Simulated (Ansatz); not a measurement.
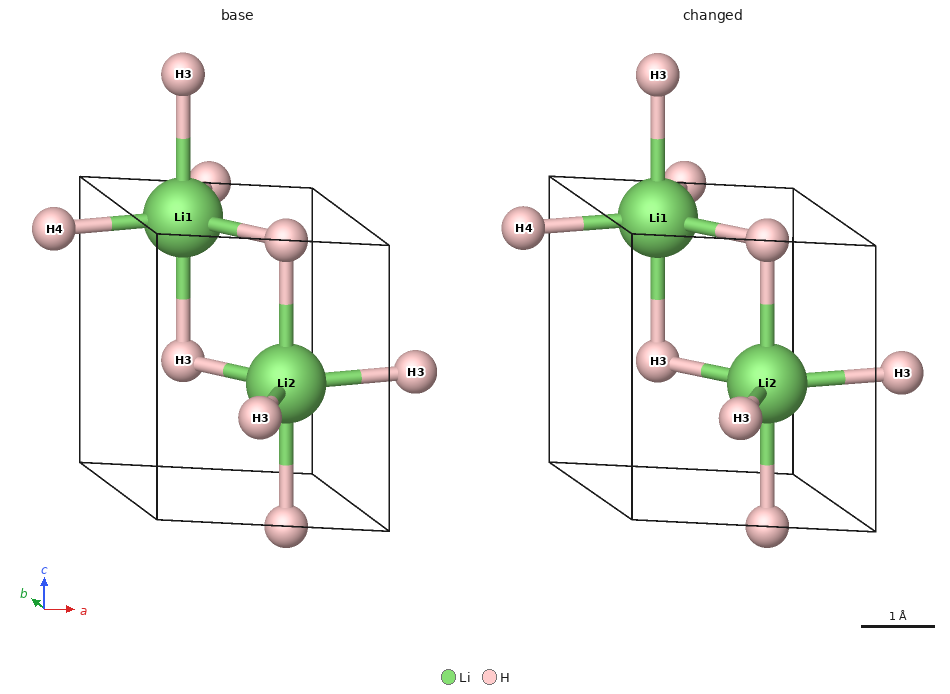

Left: a crystal of LiH (built on the wurtzite type) at its r2SCAN-relaxed geometry. Right: the same structure after one change, at the same scale. Style: ball-and-stick. Shown: the cell of the calculation, slightly off an axis.

Level of theory: Ansatz 0.2.0, DFT, PBE, plane waves, PAW. Settings: plane-wave cutoff 420 eV; k-point mesh 12 × 12 × 6; occupations fermi dirac; smearing width 0.02 eV; no spin polarisation.

### What was changed?

The cell is strained by +5.0 % along a and none across it (volume +5.0 %). The atoms were relaxed with r2SCAN under that strain, and this is a single point on that geometry.

### What does the change do?

It costs 3.2 meV per atom. The pressure goes from 0.0 to −1.3 GPa. The principal stresses (compression positive) are −0.6 GPa along c, −1.3 GPa along [1 2 0], −2.1 GPa along a. The forces stay under 0.01 eV/Å. Near-neighbour distances before and after: H–Li 1.880 → 1.919 to 1.932 Å. The space group (tolerance 0.01 Å) goes from P6_3/mmc (No. 194) to Cmcm (No. 63).
